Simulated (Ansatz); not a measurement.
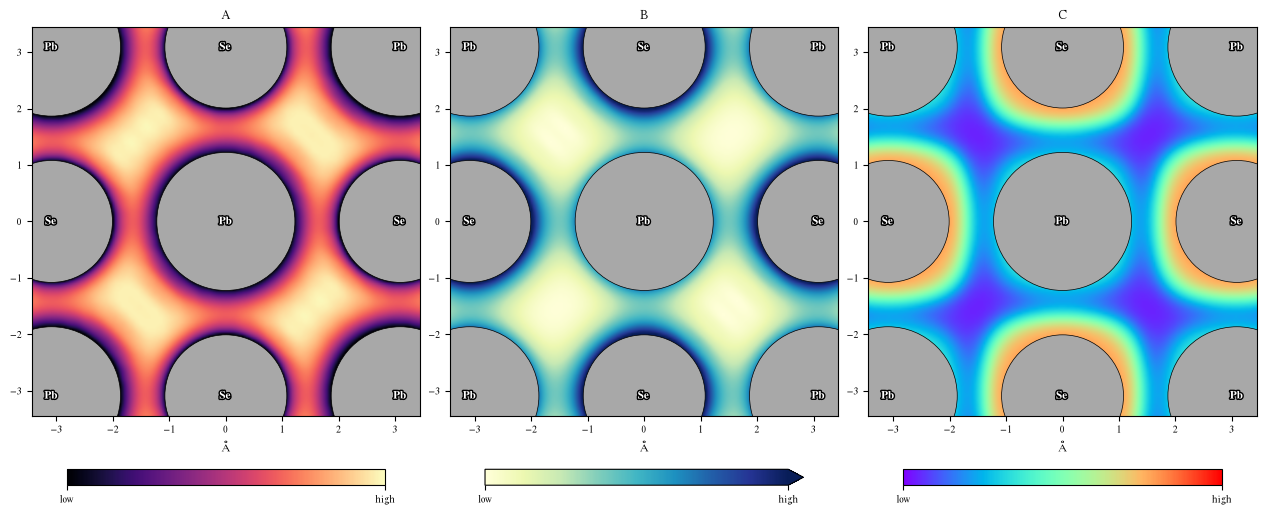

PbSe: 3 fields on the (001) plane of the conventional cell, with unlabelled colour scales. Grey discs cover the atomic cores.

Space group Fm-3m; a generated structure, not necessarily the stable one.

These are results of DFT r2SCAN, scalar-relativistic, plane waves, PAW (Ansatz 0.2.0), not measurements.

> The panels show electron localisation function, electrostatic potential energy of an electron and valence pseudo-density in some order. Assign them.

Panel A: electrostatic potential energy of an electron (low next to the atoms, rising into the space between them). Panel B: valence pseudo-density. Panel C: electron localisation function. From the grid: Pb–Se (3.09 Å): the density is about 0.2 e/Å³ at the midpoint; the ELF is about 0.30 at the midpoint.
